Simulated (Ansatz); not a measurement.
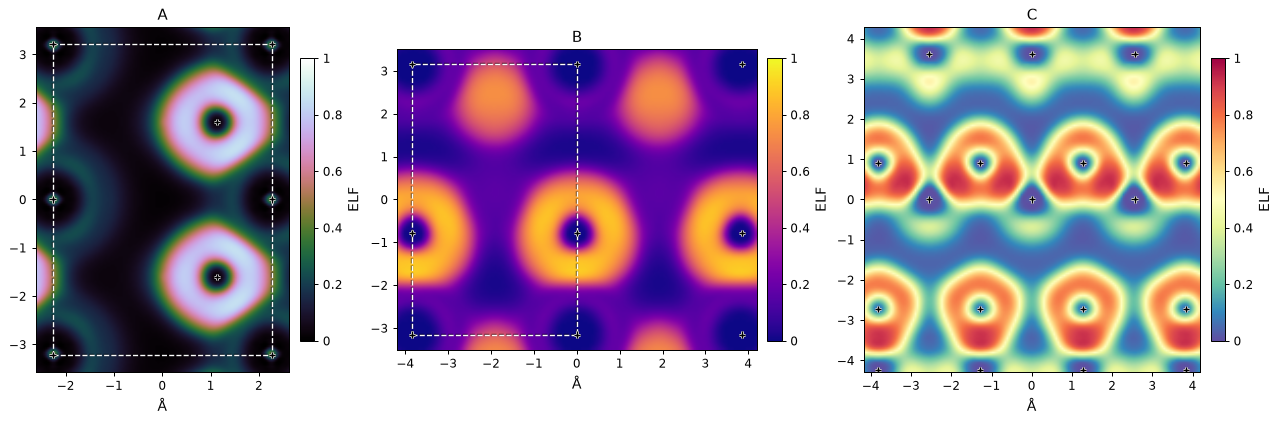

The electron localisation function of 3 systems, each on a plane through atoms (crosses mark nuclei in the plane).

The calculation used DFT PBE, scalar-relativistic, plane waves, PAW in Ansatz.

System 1: BN, the (011) plane of the calculation cell. Space group P6₃mc; a structure from a database of computed crystals, not necessarily the ambient phase.

System 2: GaN, the (101) plane of the conventional cell. Space group F-43m; a structure from a database of computed crystals, not necessarily the ambient phase.

System 3: ZnS, the (100) plane of the conventional cell. Space group P6₃mc; a structure from a database of computed crystals, not necessarily the ambient phase.

```
Zn S
1.0
     3.84407    0.00000    0.00000
    -1.92203    3.32906    0.00000
     0.00000    0.00000    6.30464
Zn S
2 2
Cartesian
  0.0000 2.2194 0.0017
  1.9221 1.1097 3.1540
  0.0000 2.2194 2.3625
  1.9221 1.1097 5.5149
```

Q: Match each panel to its system.

A: Panel A is system 2, GaN: the plane holds Ga and N. Ga–N (1.97 Å): the ELF peaks at about 0.85 in the valence shell of N, 0.7 Å from its nucleus, and is about 0.45 at the midpoint. Panel B is system 3, ZnS: the plane holds Zn and S. Zn–S (2.36 Å): the ELF peaks at about 0.90 in the valence shell of S, 0.9 Å from its nucleus, and is about 0.55 at the midpoint. Panel C is system 1, BN: the plane holds B and N. B–N (1.57 Å): the ELF peaks at about 0.95 between the atoms: a shared but strongly polarised pair.
